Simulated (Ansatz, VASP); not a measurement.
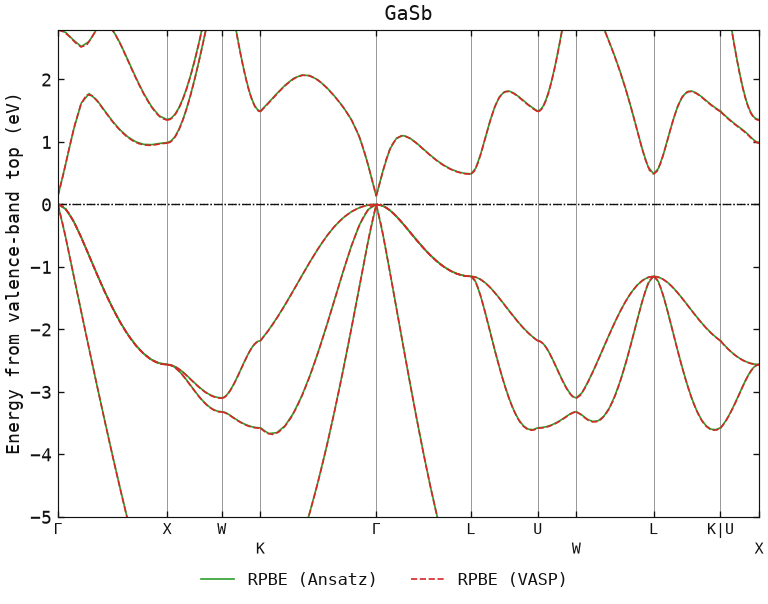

Band structures of zincblende GaSb, space group F-43m, 2 atoms in the primitive cell (cubic a = 6.118 Å), by two programs with one functional on the same cell. Each is counted from its own valence-band top.

**How do the runs compare?**

The gap hardly changes: RPBE (Ansatz) gives a gap of 0.13 eV along the path and RPBE (VASP) gives a gap of 0.13 eV along the path.

Settings. RPBE (Ansatz): Ansatz PAW, no spin polarisation, no spin-orbit coupling, 8×8×8 k mesh, 420 eV cutoff, Fermi-Dirac smearing of 0.05 eV (Ansatz 0.2.0). RPBE (VASP): VASP PAW PBE potentials, release 64 (Sb, Ga_d), no spin polarisation, no spin-orbit coupling, 8×8×8 k mesh, 520 eV cutoff, Fermi-Dirac smearing of 0.05 eV (VASP).

The cell is at 4 GPa in RPBE (Ansatz) and 4 GPa in RPBE (VASP). Spin-orbit coupling is left out, which matters for Sb and can close so small a gap. The PAW data sets were made with another functional. LDA, GGA and most meta-GGA functionals understate gaps.
